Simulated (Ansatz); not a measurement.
Y

Input

```
crystal:
  lattice:
    - [-2.5269387087, 2.0678707628, 1.8477774065]
    - [2.0678707628, -2.5269387087, 1.8477774065]
    - [4.5144890309, 4.5144890309, -2.6885611903]
  atoms:
    - { symbol: "Y", position: [0.9582627873, 0.0417372127, 1.0], spin: 1.0 }
    - { symbol: "Y", position: [0.7917372127, 0.2082627873, 0.5], spin: 1.0 }
hamiltonian:
  xc: pbe
  pseudopotentials:
    kind: paw
    azcp:
      "Y": "pseudopotentials/Y.paw.azcp"
basis:
  ecutwfc: 420
  fft_grid_basis: typed
kpoints:
  mp_grid: { grid: [19, 19, 9], shift: [0, 0, 0] }
magnetization:
  spin_polarized: true
scf:
  occupations: { method: fermi_dirac, width: 0.05 }
output:
  stress: true
  write_density: true
  write_potential: true
  elf: true
  volumetric_format: npy
```

Below, planes, directions and counts refer to the conventional cell (a = 3.75 Å, b = 3.75 Å, c = 5.82 Å, α = 90.00°, β = 90.00°, γ = 119.99°).

Space group P6₃/mmc; set up as Y, beta-Sn type; a generated structure, not necessarily the stable one; changed on purpose from its base cell (volume × 1.08); computed pressure about −3 GPa in this cell; the program warned that a starting moment wasn't kept; spin-polarised, but the moments vanished.

Method: Ansatz, DFT, PBE, plane waves (420 eV) with PAW, scalar-relativistic.

### Predict the valence pseudo-density and electron localisation function between the atoms.

Y–Y (3.75 Å): the density is about 0.09 e/Å³ at the midpoint; the ELF is about 0.30 at the midpoint: no localised pair shows between them.
The ELF has a maximum of about 0.75 in the space between the atoms, on no atom or two-centre bond.

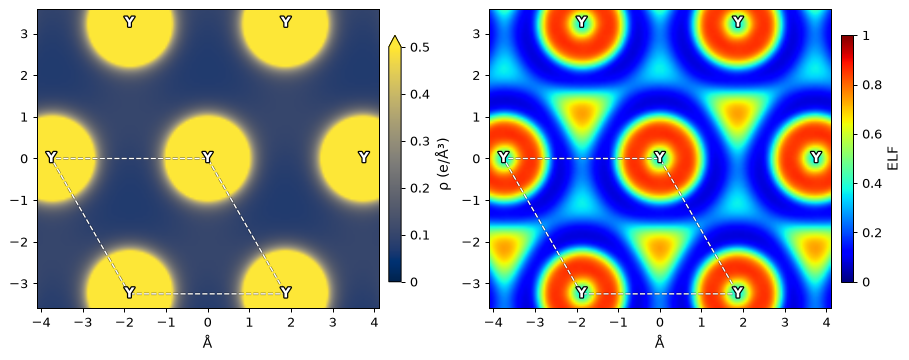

Computed valence pseudo-density and electron localisation function on the (001) plane of the conventional cell, in this order. 

The density is the valence pseudo-density of a PAW calculation; it isn't the true density close to the nuclei.
